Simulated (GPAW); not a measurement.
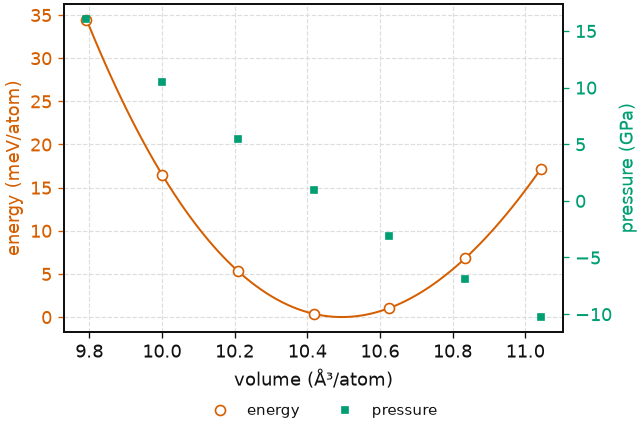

Method: PAW DFT in plane waves, on a grid or in atomic orbitals, no spin polarisation; energies at scaled volumes of the given cell, shape and fractions fixed, counted from the fit's minimum, third-order Birch-Murnaghan fit (GPAW 26.7.0). Level: r2SCAN.

k mesh 10×10×10; occupations Fermi–Dirac; smearing width 0.05 eV; potentials GPAW PAW data sets (gpaw data 1.2.1); wave cutoff 800 eV; program settings basis pw.

Cell as given: a = 3.089 Å, b = 3.089 Å, c = 3.089 Å, α = 60.00°, β = 60.00°, γ = 60.00°; 2 atoms.

Energy and pressure against volume for AlN, space group F-43m (No. 216).

A third-order Birch–Murnaghan fit gives V0 = 10.49 Å³/atom, B0 = 209 GPa and B′ = 4.0. The energy is 34.47 meV/atom at volume 9.79 Å³/atom and 17.13 meV/atom at 11.04 Å³/atom; the lowest computed point is at volume 10.42 Å³/atom (0.34 meV/atom), in a single well. The pressure falls from 16.02 GPa at volume 9.79 Å³/atom to −10.26 GPa at 11.04 Å³/atom, and changes sign near 10.47 Å³/atom.
